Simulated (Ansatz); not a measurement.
This input was run:

```
crystal:
  lattice:
    - [2.3793207413, 1.3737014705, 4.3317967337]
    - [-2.3793207413, 1.3737014705, 4.3317967337]
    - [0.0, -2.7474029409, 4.3317967337]
  atoms:
    - { symbol: Al, position: [0.3519097825, 0.3519097825, 0.3519097825] }
    - { symbol: Al, position: [0.1480902175, 0.1480902175, 0.1480902175] }
    - { symbol: Al, position: [0.6480902175, 0.6480902175, 0.6480902175] }
    - { symbol: Al, position: [0.8519097825, 0.8519097825, 0.8519097825] }
    - { symbol: O, position: [0.5563679964, 0.9436320036, 0.25] }
    - { symbol: O, position: [0.25, 0.5563679964, 0.9436320036] }
    - { symbol: O, position: [0.9436320036, 0.25, 0.5563679964] }
    - { symbol: O, position: [0.4436320036, 0.0563679964, 0.75] }
    - { symbol: O, position: [0.75, 0.4436320036, 0.0563679964] }
    - { symbol: O, position: [0.0563679964, 0.75, 0.4436320036] }
kpoints:
  mp_grid: { grid: [6, 6, 6] }
  band_path:
    path:
      - [0.0, 0.0, 0.0]
      - [0.5, 0.5, 0.5]
      - [0.766289733, 0.233710267, 0.5]
      - [0.5, -0.233710267, 0.233710267]
      - [0.5, 0.0, 0.0]
      - [0.3668551335, -0.3668551335, 0.0]
      - [0.6331448665, 0.0, 0.3668551335]
      - [0.5, 0.0, 0.5]
    npoints: 1
hamiltonian:
  xc: r2scan
scf:
  occupations: { method: fixed }
  n_extra_bands: 6
output:
  forces: true
  stress: true
  eigenvalues: true
```

Command:
```bash
ansatz run input.yaml --threads 2 --pin off --max-ram 29491MiB --backend cpu --events-out ev --progress --plain --runs-dir out
```

Predict the main features of the density of states.

There is a gap; over the k points computed it is 7.14 eV (direct among those points). The upper group of valence states starts about 6.9 eV under the valence-band top, with a gap beneath it; it holds about 36 electrons a cell.

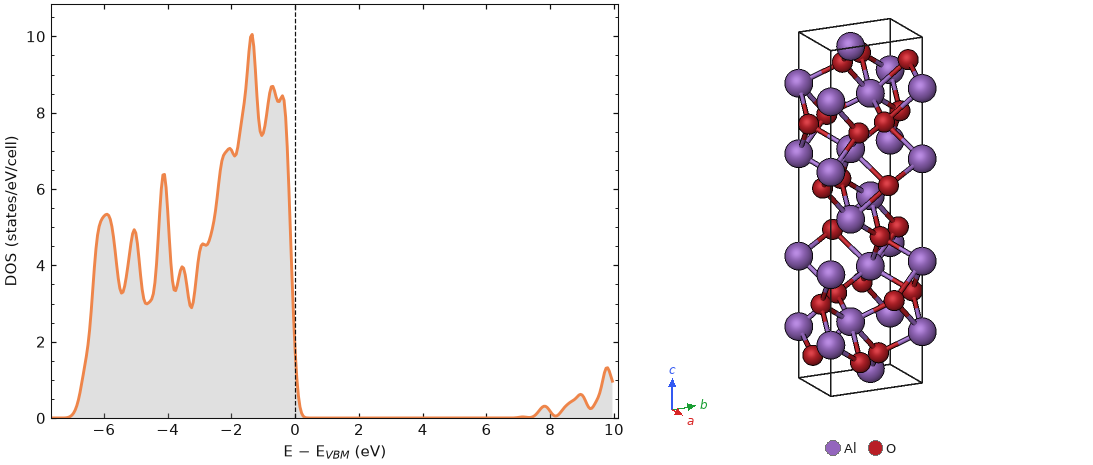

Density of states, beside the structure. Energies are counted from the top of the valence band. The curve is built from the levels of the k mesh with Gaussians 0.3 eV wide, which also blur the band edges.
